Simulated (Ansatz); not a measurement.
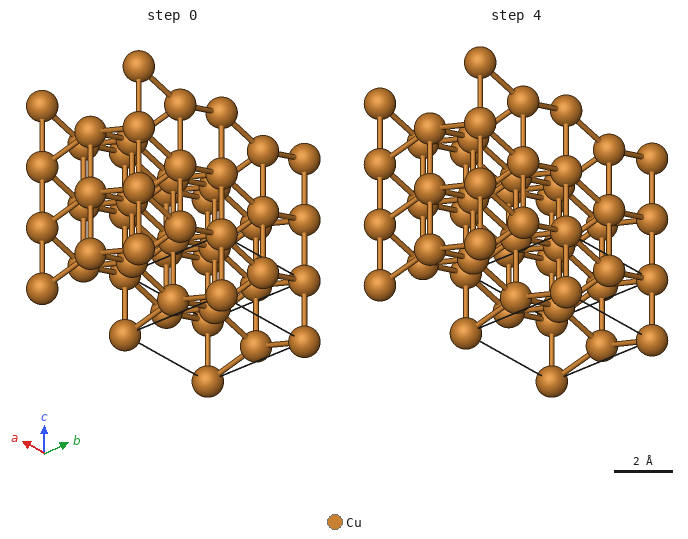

The structure of crystalline Cu (built on the beta-tin_141 type) (coarse preliminary run) before (left) and after (right) a relaxation, at one scale.

Style: ball-and-stick. Shown: the conventional cell (2 times the calculation's cell), repeated 2 × 1 × 3 with one cell outlined, from a free direction. Lengths and directions refer to the drawn axes.

Case: beta-tin type (I4_1/amd, No. 141).

Level of theory: DFT r2SCAN, scalar-relativistic, plane waves, PAW (Ansatz 0.2.0).

The input:
```yaml
crystal:
  lattice:
    - [-2.2083209824, 2.2083209824, 1.2046798603]
    - [2.2083209824, -2.2083209824, 1.2046798603]
    - [2.2083209824, 2.2083209824, -1.2046798603]
  atoms:
    - { symbol: Cu, position: [0.0, 0.0, 0.0] }
    - { symbol: Cu, position: [0.75, 0.25, 0.5] }
basis:
  ecutwfc: 500
kpoints:
  mp_grid: { grid: [8, 8, 8] }
hamiltonian:
  xc: r2scan
scf:
  occupations: { method: gaussian, width: 0.1 }
  lower_state_search: "off"
output:
  forces: true
  stress: true
  eigenvalues: true
relax:
  adjacent_minimum: "off"
  f_tol: 0.04
  max_steps: 70
  cell: { stress_tol: 0.4 }
```

### Summarise the run.

The energy falls by 78.2 meV per cell of the calculation in 3 accepted moves (4 points after the start). All forces vanish by symmetry, so only the cell relaxes. Pressure: 10.63 GPa at the start and 0.08 GPa at the end. At 1 point the geometry stayed and the basis and grid were re-selected for the new cell (energy shift of 1.8 meV per cell of the calculation at most each time). No atom moves by more than 0.005 Å relative to the cell. The volume changes by +7.0 %, with a = b 4.417 → 4.583 Å (+3.8 %), c 2.409 → 2.394 Å (−0.6 %). Some distances before and after: Cu1–Cu2 2.289 → 2.368 Å, Cu1–Cu1 2.409 → 2.394 Å. The space group stays I4_1/amd (No. 141). The run took of the order of 10 core-seconds on a shared host.
